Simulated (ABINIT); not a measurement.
# Elastic calculation of FeO (part 1 of 4)

FeO (2 atoms in the cell), computed with Kohn-Sham DFT of a periodic cell, LDA, PseudoDojo NC SR LDA v0.4.1 standard, spin-polarised (ABINIT 10.8.3).

The structure derives from an entry of the Crystallography Open Database.

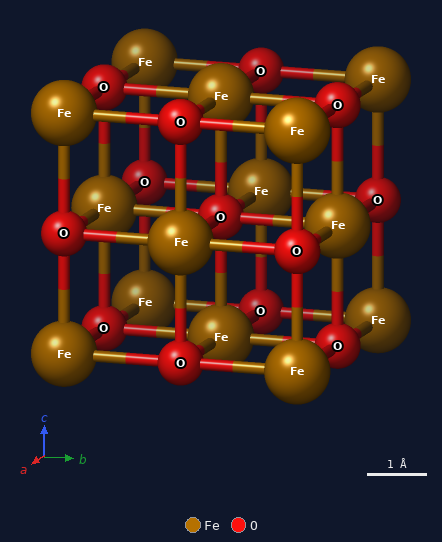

Fig. 1: The input geometry (ball-and-stick view of the cell 4 times as large as that of the calculation, set on its symmetry axes, seen slightly off an axis). An atom can appear more than once, as a periodic image.

The input:
```
# Datasets
ndtset 2

# Pseudopotentials
pp_dirpath "./"
pseudos "Fe.upf, O.upf"

# Structure
acell 2.9607623003 2.9607623003 2.9607623003 Angstrom
rprim
     0.0000000000     0.7071067812     0.7071067812
     0.7071067812     0.0000000000     0.7071067812
     0.7071067812     0.7071067812     0.0000000000
ntypat 2
znucl 26 8
natom 2
typat 1 2
chkprim 0
chksymtnons 0
tolsym 1.0e-6
xred
            0.0            0.0            0.0
            1/2            1/2            1/2

# Plane-wave basis
ecut 46.0
ecutsm 0.5

# k points
ngkpt 6 6 6
nshiftk 4
shiftk
     0.5000000000     0.5000000000     0.5000000000
     0.5000000000     0.0000000000     0.0000000000
     0.0000000000     0.5000000000     0.0000000000
     0.0000000000     0.0000000000     0.5000000000

# Exchange and correlation
ixc 7

# Bands and occupations
nband 20
occopt 3
tsmear 0.05 eV

# Spin
nsppol 2
spinat
     0.0000000000     0.0000000000     3.0000000000
     0.0000000000     0.0000000000     0.0000000000

# SCF cycle
nstep 80

# Output
prteig 0
prtebands 0
prtwf 0
prtden 0
prtpot 0

# Dataset 1: ground state
kptopt1 1
tolvrs1 1.0e-15
prtwf1 1
tolwfr1 1.0e-14
nbdbuf1 4
nline1 6

# Dataset 2: response at q = 0 to atomic displacements, strain
rfphon2 1
rfstrs2 3
rfatpol2 1 2
rfdir2 1 1 1
getwfk2 1
kptopt2 2
nqpt2 1
qpt2 0.0 0.0 0.0
tolvrs2 1.0e-8
```

File mrgddb.in:
```
merged_DDB
FeO
2
runo_DS1_DDB
runo_DS2_DDB
```

File anaddb.abi:
```
ddb_filepath "merged_DDB"
output_file "anaddb.abo"
outdata_prefix "ana"
asr 1
chneut 0
dipdip 0
dieflag 0
enunit 0
elaflag 5
instrflag 1
eivec 1
nph1l 1
qph1l 0.0 0.0 0.0 1.0
```

Run on 4 threads of Arm Neoverse V2, 24 GiB of memory available, shared host.

Run as:
```bash
mpirun --bind-to none -np 4 abinit run.abi > log 2>&1
mrgddb < mrgddb.in > mrgddb.log 2>&1
anaddb anaddb.abi > anaddb.log 2>&1
```

Log:
```
.Version 10.8.3 of ABINIT
 DATASET    1 : space group Fm -3 m (#225); Bravais cF (face-center cubic)
================================================================================
 Values of the parameters that define the memory need for DATASET  1.
     intxc =       0    ionmov =       0      iscf =       7    lmnmax =       6
     lnmax =       6     mgfft =      36  mpssoang =       3    mqgrid =    3001
     natom =       2  nloc_mem =       1    nspden =       2   nspinor =       1
    nsppol =       2      nsym =      48    n1xccc =    2501    ntypat =       2
    occopt =       3   xclevel =       1
       mpw =        1859          nfft =       46656          nkpt =          28
================================================================================
================================================================================

 DATASET    2 : space group Fm -3 m (#225); Bravais cF (face-center cubic)
================================================================================
 Values of the parameters that define the memory need for DATASET  2 (RF).
     intxc =       0      iscf =       7    lmnmax =       6     lnmax =       6
     mgfft =      36  mpssoang =       3    mqgrid =    3001     natom =       2
  nloc_mem =       1    nspden =       2   nspinor =       1    nsppol =       2
      nsym =      48    n1xccc =    2501    ntypat =       2    occopt =       3
   xclevel =       1
      nfft =       46656          nkpt =         432
================================================================================
================================================================================

--------------------------------------------------------------------------------
------------- Echo of variables that govern the present computation ------------
--------------------------------------------------------------------------------
 -outvars: echo values of preprocessed input variables --------
            acell      5.5950298715E+00  5.5950298715E+00  5.5950298715E+00 Bohr
              amu      5.58470000E+01  1.59994000E+01
          chkprim           0
      chksymtnons           0
             ecut      4.60000000E+01 Hartree
           ecutsm      5.00000000E-01 Hartree
           getwfk1          0
           getwfk2          1
              ixc           7
           jdtset        1    2
                       outvar_i_n : Printing only first  50 k-points.
           kptopt1          1
           kptopt2          2
         kptrlatt        6   -6    6     -6    6    6     -6   -6    6
          kptrlen      4.74754028E+01
            natom           2
            nband1         20
            nband2         20
           nbdbuf1          4
           nbdbuf2          2
           ndtset           2
            ngfft          36      36      36
             nkpt1         28
             nkpt2        432
            nline1          6
            nline2          4
             nqpt1          0
             nqpt2          1
           nspden           2
           nsppol           2
            nstep          80
             nsym          48
           ntypat           2
                       prtocc : prtvol=0, do not print more k-points.
                       1.000000  1.000000  1.000000  1.000000  1.000000  1.000000
                       1.000000  1.000000  1.000000  1.000000  1.000000  0.000000
                       0.000000  0.000000  0.000000  0.000000  0.000000  0.000000
                       0.000000  0.000000
                       1.000000  1.000000  1.000000  1.000000  1.000000  1.000000
                       1.000000  1.000000  1.000000  1.000000  1.000000  0.000000
                       0.000000  0.000000  0.000000  0.000000  0.000000  0.000000
                       0.000000  0.000000
                       1.000000  1.000000  1.000000  1.000000  1.000000  1.000000
                       1.000000  1.000000  1.000000  1.000000  1.000000  0.000000
                       0.000000  0.000000  0.000000  0.000000  0.000000  0.000000
                       0.000000  0.000000
                       1.000000  1.000000  1.000000  1.000000  1.000000  1.000000
                       1.000000  1.000000  1.000000  1.000000  1.000000  0.000000
                       0.000000  0.000000  0.000000  0.000000  0.000000  0.000000
                       0.000000  0.000000
                       1.000000  1.000000  1.000000  1.000000  1.000000  1.000000
                       1.000000  1.000000  1.000000  1.000000  1.000000  0.000000
                       0.000000  0.000000  0.000000  0.000000  0.000000  0.000000
                       0.000000  0.000000
                       1.000000  1.000000  1.000000  1.000000  1.000000  1.000000
                       1.000000  1.000000  1.000000  1.000000  1.000000  0.000000
                       0.000000  0.000000  0.000000  0.000000  0.000000  0.000000
                       0.000000  0.000000
                       1.000000  1.000000  1.000000  1.000000  1.000000  1.000000
                       1.000000  1.000000  1.000000  1.000000  1.000000  0.000000
                       0.000000  0.000000  0.000000  0.000000  0.000000  0.000000
                       0.000000  0.000000
                       1.000000  1.000000  1.000000  1.000000  1.000000  1.000000
                       1.000000  1.000000  1.000000  1.000000  1.000000  0.000000
                       0.000000  0.000000  0.000000  0.000000  0.000000  0.000000
                       0.000000  0.000000
                       1.000000  1.000000  1.000000  1.000000  1.000000  1.000000
                       1.000000  1.000000  1.000000  1.000000  1.000000  0.000000
                       0.000000  0.000000  0.000000  0.000000  0.000000  0.000000
                       0.000000  0.000000
                       1.000000  1.000000  1.000000  1.000000  1.000000  1.000000
                       1.000000  1.000000  1.000000  1.000000  1.000000  0.000000
                       0.000000  0.000000  0.000000  0.000000  0.000000  0.000000
                       0.000000  0.000000
                       1.000000  1.000000  1.000000  1.000000  1.000000  1.000000
                       1.000000  1.000000  1.000000  1.000000  1.000000  0.000000
                       0.000000  0.000000  0.000000  0.000000  0.000000  0.000000
                       0.000000  0.000000
                       1.000000  1.000000  1.000000  1.000000  1.000000  1.000000
                       1.000000  1.000000  1.000000  1.000000  1.000000  0.000000
                       0.000000  0.000000  0.000000  0.000000  0.000000  0.000000
                       0.000000  0.000000
                       1.000000  1.000000  1.000000  1.000000  1.000000  1.000000
                       1.000000  1.000000  1.000000  1.000000  1.000000  0.000000
                       0.000000  0.000000  0.000000  0.000000  0.000000  0.000000
                       0.000000  0.000000
                       1.000000  1.000000  1.000000  1.000000  1.000000  1.000000
                       1.000000  1.000000  1.000000  1.000000  1.000000  0.000000
                       0.000000  0.000000  0.000000  0.000000  0.000000  0.000000
                       0.000000  0.000000
                       1.000000  1.000000  1.000000  1.000000  1.000000  1.000000
                       1.000000  1.000000  1.000000  1.000000  1.000000  0.000000
                       0.000000  0.000000  0.000000  0.000000  0.000000  0.000000
                       0.000000  0.000000
                       1.000000  1.000000  1.000000  1.000000  1.000000  1.000000
                       1.000000  1.000000  1.000000  1.000000  1.000000  0.000000
                       0.000000  0.000000  0.000000  0.000000  0.000000  0.000000
                       0.000000  0.000000
                       1.000000  1.000000  1.000000  1.000000  1.000000  1.000000
                       1.000000  1.000000  1.000000  1.000000  1.000000  0.000000
                       0.000000  0.000000  0.000000  0.000000  0.000000  0.000000
                       0.000000  0.000000
                       1.000000  1.000000  1.000000  1.000000  1.000000  1.000000
                       1.000000  1.000000  1.000000  1.000000  1.000000  0.000000
                       0.000000  0.000000  0.000000  0.000000  0.000000  0.000000
                       0.000000  0.000000
                       1.000000  1.000000  1.000000  1.000000  1.000000  1.000000
                       1.000000  1.000000  1.000000  1.000000  1.000000  0.000000
                       0.000000  0.000000  0.000000  0.000000  0.000000  0.000000
                       0.000000  0.000000
                       1.000000  1.000000  1.000000  1.000000  1.000000  1.000000
                       1.000000  1.000000  1.000000  1.000000  1.000000  0.000000
                       0.000000  0.000000  0.000000  0.000000  0.000000  0.000000
                       0.000000  0.000000
                       1.000000  1.000000  1.000000  1.000000  1.000000  1.000000
                       1.000000  1.000000  1.000000  1.000000  1.000000  0.000000
                       0.000000  0.000000  0.000000  0.000000  0.000000  0.000000
                       0.000000  0.000000
                       1.000000  1.000000  1.000000  1.000000  1.000000  1.000000
                       1.000000  1.000000  1.000000  1.000000  1.000000  0.000000
                       0.000000  0.000000  0.000000  0.000000  0.000000  0.000000
                       0.000000  0.000000
                       1.000000  1.000000  1.000000  1.000000  1.000000  1.000000
                       1.000000  1.000000  1.000000  1.000000  1.000000  0.000000
                       0.000000  0.000000  0.000000  0.000000  0.000000  0.000000
                       0.000000  0.000000
                       1.000000  1.000000  1.000000  1.000000  1.000000  1.000000
                       1.000000  1.000000  1.000000  1.000000  1.000000  0.000000
                       0.000000  0.000000  0.000000  0.000000  0.000000  0.000000
                       0.000000  0.000000
                       1.000000  1.000000  1.000000  1.000000  1.000000  1.000000
                       1.000000  1.000000  1.000000  1.000000  1.000000  0.000000
                       0.000000  0.000000  0.000000  0.000000  0.000000  0.000000
                       0.000000  0.000000
                       1.000000  1.000000  1.000000  1.000000  1.000000  1.000000
                       1.000000  1.000000  1.000000  1.000000  1.000000  0.000000
                       0.000000  0.000000  0.000000  0.000000  0.000000  0.000000
                       0.000000  0.000000
                       1.000000  1.000000  1.000000  1.000000  1.000000  1.000000
                       1.000000  1.000000  1.000000  1.000000  1.000000  0.000000
                       0.000000  0.000000  0.000000  0.000000  0.000000  0.000000
                       0.000000  0.000000
                       1.000000  1.000000  1.000000  1.000000  1.000000  1.000000
                       1.000000  1.000000  1.000000  1.000000  1.000000  0.000000
                       0.000000  0.000000  0.000000  0.000000  0.000000  0.000000
                       0.000000  0.000000
                       1.000000  1.000000  1.000000  1.000000  1.000000  1.000000
                       1.000000  1.000000  1.000000  1.000000  1.000000  0.000000
                       0.000000  0.000000  0.000000  0.000000  0.000000  0.000000
                       0.000000  0.000000
                       1.000000  1.000000  1.000000  1.000000  1.000000  1.000000
                       1.000000  1.000000  1.000000  1.000000  1.000000  0.000000
                       0.000000  0.000000  0.000000  0.000000  0.000000  0.000000
                       0.000000  0.000000
                       1.000000  1.000000  1.000000  1.000000  1.000000  1.000000
                       1.000000  1.000000  1.000000  1.000000  1.000000  0.000000
                       0.000000  0.000000  0.000000  0.000000  0.000000  0.000000
                       0.000000  0.000000
                       1.000000  1.000000  1.000000  1.000000  1.000000  1.000000
                       1.000000  1.000000  1.000000  1.000000  1.000000  0.000000
                       0.000000  0.000000  0.000000  0.000000  0.000000  0.000000
                       0.000000  0.000000
                       1.000000  1.000000  1.000000  1.000000  1.000000  1.000000
                       1.000000  1.000000  1.000000  1.000000  1.000000  0.000000
                       0.000000  0.000000  0.000000  0.000000  0.000000  0.000000
                       0.000000  0.000000
                       1.000000  1.000000  1.000000  1.000000  1.000000  1.000000
                       1.000000  1.000000  1.000000  1.000000  1.000000  0.000000
                       0.000000  0.000000  0.000000  0.000000  0.000000  0.000000
                       0.000000  0.000000
                       1.000000  1.000000  1.000000  1.000000  1.000000  1.000000
                       1.000000  1.000000  1.000000  1.000000  1.000000  0.000000
                       0.000000  0.000000  0.000000  0.000000  0.000000  0.000000
                       0.000000  0.000000
                       1.000000  1.000000  1.000000  1.000000  1.000000  1.000000
                       1.000000  1.000000  1.000000  1.000000  1.000000  0.000000
                       0.000000  0.000000  0.000000  0.000000  0.000000  0.000000
                       0.000000  0.000000
                       1.000000  1.000000  1.000000  1.000000  1.000000  1.000000
                       1.000000  1.000000  1.000000  1.000000  1.000000  0.000000
                       0.000000  0.000000  0.000000  0.000000  0.000000  0.000000
                       0.000000  0.000000
                       1.000000  1.000000  1.000000  1.000000  1.000000  1.000000
                       1.000000  1.000000  1.000000  1.000000  1.000000  0.000000
                       0.000000  0.000000  0.000000  0.000000  0.000000  0.000000
                       0.000000  0.000000
                       1.000000  1.000000  1.000000  1.000000  1.000000  1.000000
                       1.000000  1.000000  1.000000  1.000000  1.000000  0.000000
                       0.000000  0.000000  0.000000  0.000000  0.000000  0.000000
                       0.000000  0.000000
                       1.000000  1.000000  1.000000  1.000000  1.000000  1.000000
                       1.000000  1.000000  1.000000  1.000000  1.000000  0.000000
                       0.000000  0.000000  0.000000  0.000000  0.000000  0.000000
                       0.000000  0.000000
                       1.000000  1.000000  1.000000  1.000000  1.000000  1.000000
                       1.000000  1.000000  1.000000  1.000000  1.000000  0.000000
                       0.000000  0.000000  0.000000  0.000000  0.000000  0.000000
                       0.000000  0.000000
                       1.000000  1.000000  1.000000  1.000000  1.000000  1.000000
                       1.000000  1.000000  1.000000  1.000000  1.000000  0.000000
                       0.000000  0.000000  0.000000  0.000000  0.000000  0.000000
                       0.000000  0.000000
                       1.000000  1.000000  1.000000  1.000000  1.000000  1.000000
                       1.000000  1.000000  1.000000  1.000000  1.000000  0.000000
                       0.000000  0.000000  0.000000  0.000000  0.000000  0.000000
                       0.000000  0.000000
                       1.000000  1.000000  1.000000  1.000000  1.000000  1.000000
                       1.000000  1.000000  1.000000  1.000000  1.000000  0.000000
                       0.000000  0.000000  0.000000  0.000000  0.000000  0.000000
                       0.000000  0.000000
                       1.000000  1.000000  1.000000  1.000000  1.000000  1.000000
                       1.000000  1.000000  1.000000  1.000000  1.000000  0.000000
                       0.000000  0.000000  0.000000  0.000000  0.000000  0.000000
                       0.000000  0.000000
                       1.000000  1.000000  1.000000  1.000000  1.000000  1.000000
                       1.000000  1.000000  1.000000  1.000000  1.000000  0.000000
                       0.000000  0.000000  0.000000  0.000000  0.000000  0.000000
                       0.000000  0.000000
                       1.000000  1.000000  1.000000  1.000000  1.000000  1.000000
                       1.000000  1.000000  1.000000  1.000000  1.000000  0.000000
                       0.000000  0.000000  0.000000  0.000000  0.000000  0.000000
                       0.000000  0.000000
                       1.000000  1.000000  1.000000  1.000000  1.000000  1.000000
                       1.000000  1.000000  1.000000  1.000000  1.000000  0.000000
                       0.000000  0.000000  0.000000  0.000000  0.000000  0.000000
                       0.000000  0.000000
                       1.000000  1.000000  1.000000  1.000000  1.000000  1.000000
                       1.000000  1.000000  1.000000  1.000000  1.000000  0.000000
                       0.000000  0.000000  0.000000  0.000000  0.000000  0.000000
                       0.000000  0.000000
                       1.000000  1.000000  1.000000  1.000000  1.000000  1.000000
                       1.000000  1.000000  1.000000  1.000000  1.000000  0.000000
                       0.000000  0.000000  0.000000  0.000000  0.000000  0.000000
                       0.000000  0.000000
                       prtocc : prtvol=0, do not print more k-points.
           occopt           3
        optdriver1          0
        optdriver2          1
           prtden           0
        prtebands           0
           prteig           0
            prtwf1          1
            prtwf2          0
           rfphon1          0
           rfphon2          1
           rfstrs1          0
           rfstrs2          3
            rprim      0.0000000000E+00  7.0710678120E-01  7.0710678120E-01
                       7.0710678120E-01  0.0000000000E+00  7.0710678120E-01
                       7.0710678120E-01  7.0710678120E-01  0.0000000000E+00
```
